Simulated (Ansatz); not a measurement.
**Single-point calculation, with input and output: SiC**

The run: single-point calculation of SiC (P1, 8 atoms in the cell). Method and program: DFT LDA, scalar-relativistic, plane waves, PAW, PAW set soft_1, no spin polarisation (Ansatz 0.2.0).

The structure derives from a Materials Project entry. Figures and captions count atoms from 1; the log counts them from 0 in places.

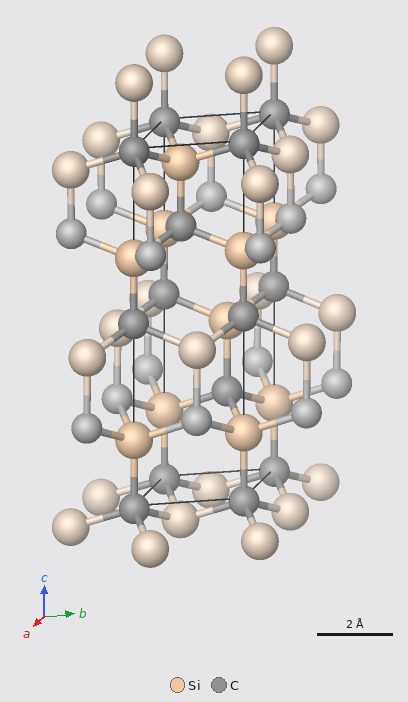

*The structure as given in the input (ball-and-stick view of the cell of the calculation, seen slightly off an axis; neighbours outside the cell are drawn fainter). An atom can appear more than once, as a periodic image.*

Near neighbours in the periodic cell (some may lie outside the picture): Si has 4 C at 1.80 to 1.96 Å; C has 4 Si at 1.80 to 1.96 Å.

Results in brief

| quantity | value |
| --- | --- |
| outcome | converged |
| space group (tolerance 0.01 Å) | P1 (1) |
| electrons treated | 32 |
| free energy | −3408.4466 eV |
| Fermi energy | 10.782 eV |
| gap on the k-point mesh | 1.67 eV |
| pressure | 1.16 GPa |
| largest force (length of the vector) | 2.143 eV/Å |
| hardware | 2 threads of Arm Neoverse N1, 98 GiB of memory available, shared host |
| wall time | 85 s (CPU time 2.8 min) |
| peak memory | 0.8 GiB |

Remarks

Warnings of the run: the PAW datasets were made with another functional.

Input
```yaml
crystal:
  lattice:
    - [3.0584677755, 0.0, 0.0]
    - [-1.5292338877, 2.6487107903, 0.0]
    - [0.0, 0.0, 10.0120151167]
  atoms:
    - { symbol: Si, position: [0.6712023462, 0.3333333333, 0.9272555463] }
    - { symbol: Si, position: [0.3287976538, 0.6666666667, 0.4484301049] }
    - { symbol: Si, position: [0.0047238055, 0.0, 0.6929881307] }
    - { symbol: Si, position: [-0.0047238055, 0.0, 0.1828133911] }
    - { symbol: C, position: [0.6535882225, 0.3333333333, 0.7470408806] }
    - { symbol: C, position: [0.3464117775, 0.6666666667, 0.2525749204] }
    - { symbol: C, position: [0.0098484271, 0.0, 0.510086236] }
    - { symbol: C, position: [-0.0098484271, 0.0, -0.00919121] }
basis:
  ecutwfc: 520.0
kpoints:
  mp_grid: { grid: [12, 12, 4] }
hamiltonian:
  xc: lda
  pseudopotentials: { kind: paw, azcp: { folder: soft_1 } }
scf:
  occupations: { method: gaussian, width: 0.05 }
output:
  forces: true
  stress: true
  eigenvalues: true
  write_density: true
  write_potential: true
  elf: true
  volumetric_format: npy
```

Launch command:
```bash
ansatz run input.yaml --threads 2 --pin off --max-ram 4096MiB --backend cpu --events-out ev --progress --plain --runs-dir out
```

Output
```
Warning: [file] the record states the generating functional pbe (its physics header spells it `PBE`), which answers neither for hamiltonian.xc's functional nor for the lda family's — results may be inconsistent (PPs are generated against a specific XC)
Warning: [file] the record states the generating functional pbe (its physics header spells it `PBE`), which answers neither for hamiltonian.xc's functional nor for the lda family's — results may be inconsistent (PPs are generated against a specific XC)
Engine: ansatz 0.2.0, aarch64-unknown-linux-gnu
Pseudopotentials: kind: paw
Pseudopotential: Si, paw, valence charge 4, recommended cutoff 420 eV (normal), [file]
Pseudopotential: C, paw, valence charge 4, recommended cutoff 420 eV (normal), [file]
Functional definition: SPW92
  exchange = slater_x
  correlation = pw_c
Crystal: 8 atoms, lattice volume = 81.107 Å³
Basis set: ecut = 520 eV, 2173 PW (Γ)
Bands: 24, of which v1, the nominal top of the filled ones, is band 16 counted from 1 (15 counted from 0)
Symmetry: 1 space group operations
Space group: P1 (ITA 1), of the structure as read, at distance tolerance 4.3e-5 Å
k-points: 292 of 576 (time reversal used)
Non-local potential: Si, projectors of the file, l = 0: 2, l = 1: 2, l = 2: 1
Non-local potential: C, projectors of the file, l = 0: 2, l = 1: 2, l = 2: 1
PAW form: soft (Blöchl's): semilocal exchange-correlation on the pseudo side does not see the compensation charge
PAW frozen core: Si, regenerated for the run's functional, and the local potential with it (the file was generated under x = pbe(κ = 0.804, μ = 0.2195149727645171), c = pbe(β = 0.06672455060314922))
PAW frozen core: C, regenerated for the run's functional, and the local potential with it (the file was generated under x = pbe(κ = 0.804, μ = 0.2195149727645171), c = pbe(β = 0.06672455060314922))
PAW one-centre angular grid: Si, 110 points (default); XC on 64 Gauss nodes
PAW one-centre angular grid: C, 110 points (default); XC on 64 Gauss nodes
Initial density: superposition of atomic densities (chi_scale 0.1, normalization cell, long waves kept (reshape's long-wave potential 0.03 eV rms))
Initial wavefunctions: pseudopotential atomic-orbital guess
Functional: x = slater, c = lda
SCF iter   1: F=—  HF=-3414.923740 eV  |F-HF|=—  |Δ(HF+E_count)|=         —  Δρ=1.42e-1  dr2=1.98e1  ethr=3.10e-3  ⟨swp⟩=6.6  Hψ=40901  notcnv=0  defer=19
preconditioner: auto → none  [insulator: Δε(μ)=3.480 eV  Ē_g=12.882 eV  σ=0.050 eV  W_gap=1.00  n_scr=6 (ndim 8)  ℏωp=23.3 eV  f_vac=0.000  D(μ)=0.00/eV (n_scr^D=0)  ε∞_Penn≈4.3]
SCF iter   2: F=—  HF=-3408.619352 eV  |F-HF|=—  |Δ(HF+E_count)|=    6.30e0  Δρ=3.39e-2  dr2=6.57e-1  ethr=3.10e-3  ⟨swp⟩=4.0  Hψ=18279  notcnv=0  defer=799
SCF iter   3: F=—  HF=-3408.457705 eV  |F-HF|=—  |Δ(HF+E_count)|=   1.62e-1  Δρ=1.19e-2  dr2=5.94e-2  ethr=2.05e-3  ⟨swp⟩=2.9  Hψ=12595  notcnv=0  defer=801
SCF iter   4: F=—  HF=-3408.448300 eV  |F-HF|=—  |Δ(HF+E_count)|=   9.40e-3  Δρ=1.57e-3  dr2=7.09e-3  ethr=1.86e-4  ⟨swp⟩=3.1  Hψ=12052  notcnv=0  defer=801
SCF iter   5: F=—  HF=-3408.446659 eV  |F-HF|=—  |Δ(HF+E_count)|=   1.64e-3  Δρ=3.74e-4  dr2=1.55e-4  ethr=2.22e-5  ⟨swp⟩=2.0  Hψ=8950  notcnv=0  defer=801
SCF iter   6: F=—  HF=-3408.446652 eV  |F-HF|=—  |Δ(HF+E_count)|=   6.85e-6  Δρ=1.15e-4  dr2=2.44e-5  ethr=4.84e-7  ⟨swp⟩=2.0  Hψ=9877  notcnv=0  defer=801
SCF iter   7: F=—  HF=-3408.446647 eV  |F-HF|=—  |Δ(HF+E_count)|=   5.04e-6  Δρ=2.92e-5  dr2=3.62e-7  ethr=7.61e-8  ⟨swp⟩=2.0  Hψ=9597  notcnv=0  defer=801
SCF iter   8: F=-3408.446647 eV  HF=-3408.446647 eV  |F-HF|=2.60e-9  |Δ(HF+E_count)|=   3.05e-8  Δρ=7.81e-6  dr2=1.81e-8  ethr=3.13e-10  ⟨swp⟩=19.1  Hψ=65278  notcnv=0
SCF 1 converged in 8 iterations: F = -3408.446647 eV  dr2 = 1.81e-8
  greatest PAW one-centre occupation: 0.651 electrons in one spin orbital (limit 2), on the C atom at site 4 (counted from 0), in its partial waves of l = 0
```

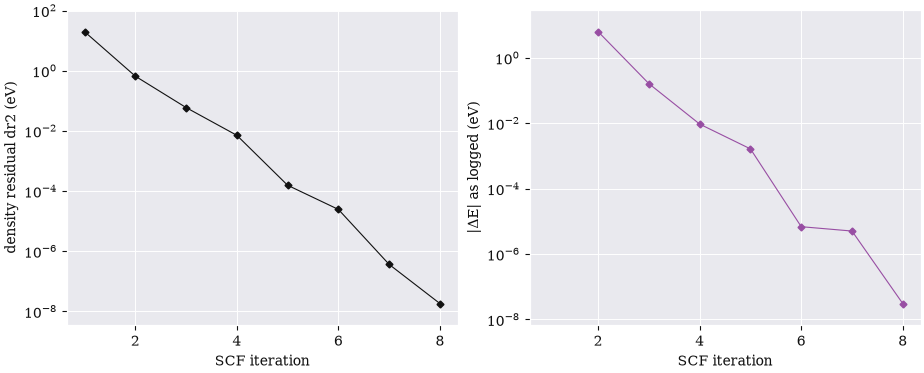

*Convergence of the self-consistent field: density residual dr2 and size of the energy change against the SCF iteration.*

The residual falls at every step.

```
SCF converged after 8 iterations
Free energy (F): -3408.446647 eV
Harris-Foulkes:  -3408.446647 eV  (|F-HF|=2.60e-9)
Internal energy: -3408.446647 eV  (E = F + TS)
E sigma→0 (E₀):  -3408.446647 eV
Fermi energy:    10.782002 eV
--- Per-component energies (eV) ---
  E_band       = 114.167021
  E_kinetic    = 537.834382
  E_local      = -397.272743  (includes V_loc(G=0)·N_el)
  E_nonlocal   = 189.978698
  E_hartree    = 131.770360
  E_xc         = -421.033153
  E_vxc        = -436.734363  (∫ρ·V_xc dr)
  E_paw        = -2310.710799  (= ΣΔE_a)
  E_vpaw       = -43.178731  (= ΣTr[D̂ρ^β])
  E_aug_tail   = 0.000041  (compensation charges beyond the density's cutoff)
  E_ewald      = -1139.602086
  E_core_change = 0.588653  (= ΣΔE_core)
  E_smearing   = -0.000000  (= −TS)
  E_closure    = -0.000000  (closes the sum)
  Σ components = -3408.446647   (vs F -3408.446647, Δ=0.00e0)
--- Forces (eV/Å), atoms counted from 1 ---
  atom   1  Si    -0.85732779     0.05245843     1.96305780
  atom   2  Si     0.91652425    -0.05394329    -1.57252710
  atom   3  Si    -1.06238621    -0.09827983    -0.78803784
  atom   4  Si     0.79833923     0.07236380     0.86395934
  atom   5  C      1.22841688     0.10036059     0.00717504
  atom   6  C     -0.96606031    -0.07290085    -0.33804898
  atom   7  C     -0.85800854     0.05258454    -0.75746506
  atom   8  C      0.80050412    -0.05264317     0.62187662
  max |Σ_I F_I| component: 1.02e-5 eV/Å
--- Stress (GPa, compression-positive) ---
        1.007602       0.758158       0.206616
        0.758158       0.650919       0.014108
        0.206616       0.014108       1.832673
  P = ⅓ Tr σ = 1.1637 GPa (11.637 kbar)
--- Band table (eV; the first three rows and the last of 292) ---
  k-point 0: bands = ["-6.2406", "-4.8345", "-4.5746", "-2.2668", "0.8145", "5.1659", "5.2293", "7.8315", "8.0986", "8.6229", "8.9186", "9.0624", "9.1198", "9.5275", "9.7527", "9.9450", "14.5189", "15.2775", "15.8451", "16.2276", "16.2889", "16.3186", "16.5829", "16.7604"]
  k-point 1: bands = ["-6.2070", "-5.1734", "-4.0713", "-2.6182", "1.2900", "3.7583", "6.6580", "7.8348", "8.1059", "8.5926", "8.8491", "9.0371", "9.1359", "9.2527", "9.7166", "9.9324", "14.5329", "15.2619", "15.9623", "16.2473", "16.3166", "16.5067", "16.6319", "16.8077"]
  k-point 2: bands = ["-6.1669", "-5.3515", "-3.4708", "-3.2090", "2.1732", "2.6246", "7.8248", "7.9379", "8.0674", "8.1641", "8.5707", "8.8113", "9.1368", "9.3159", "9.6707", "9.9195", "14.5488", "15.2231", "16.1714", "16.2725", "16.3370", "16.6177", "16.6836", "16.7643"]
  k-point 291: bands = ["-2.8127", "-2.0210", "-1.4407", "-0.8761", "1.0974", "1.4028", "2.1875", "2.3816", "5.5043", "5.8397", "5.9481", "6.8196", "6.9513", "7.2360", "7.8827", "8.2414", "11.9807", "12.2303", "13.3807", "13.9685", "15.5324", "15.8166", "16.8205", "17.0505"]
```

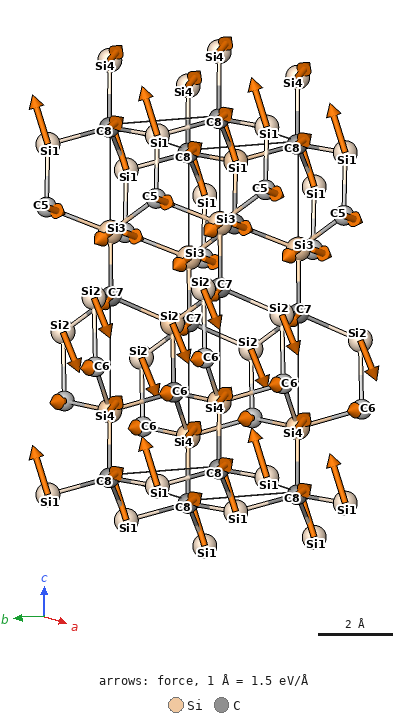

*Forces on the atoms as orange arrows (ball-and-stick view of the cell of the calculation, seen at an oblique angle; neighbours outside the cell are drawn fainter; atoms are numbered from 1 in the order of the input).*

The largest act on Si1 (2.14 eV/Å); Si2 (1.82 eV/Å); Si3 (1.33 eV/Å); C5 (1.23 eV/Å), among others. The geometry is not a stationary point of this energy.

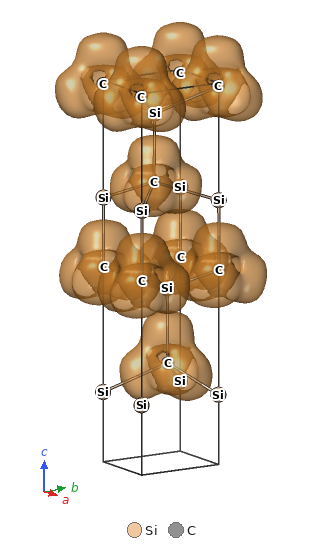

*Isosurface of the ELF at 0.7 (orange), seen slightly off an axis. Only the valence region is drawn (cores and ρ < 0.01 e/Å³ removed). Sticks mark near contacts. The outline is the cell set on symmetry axes.*

Values along the shortest contacts: Si–C (1.85 Å): the ELF peaks at about 0.95 between the atoms (localised, shared-pair bonding). In a PAW calculation such maps are meaningful between the atoms, not at the nuclei.

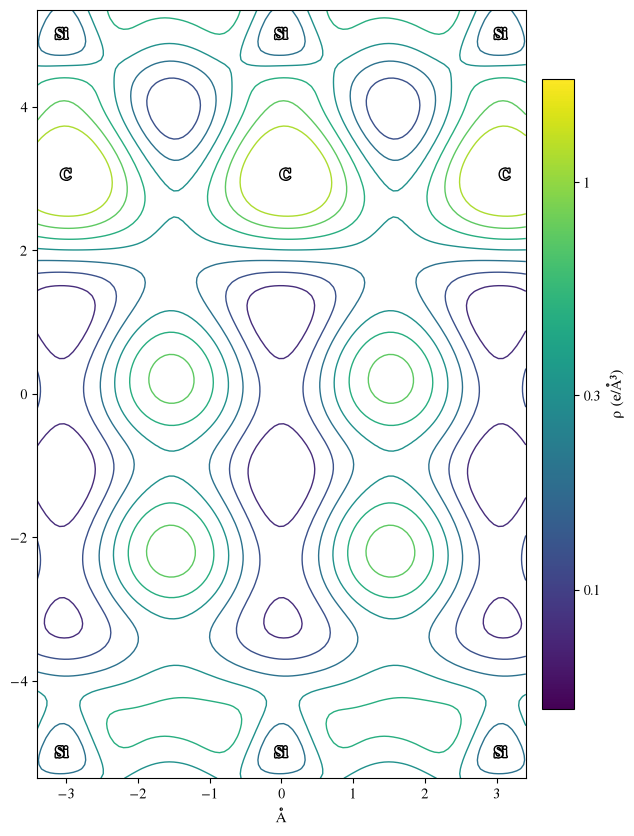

*Valence charge density (pseudo) on the (010) plane of the conventional cell.*

Si–C (1.96 Å): ρ at the midpoint is about 0.78 e/Å³. Away from the nuclei the density in this plane falls to 0.05 e/Å³ at its lowest.
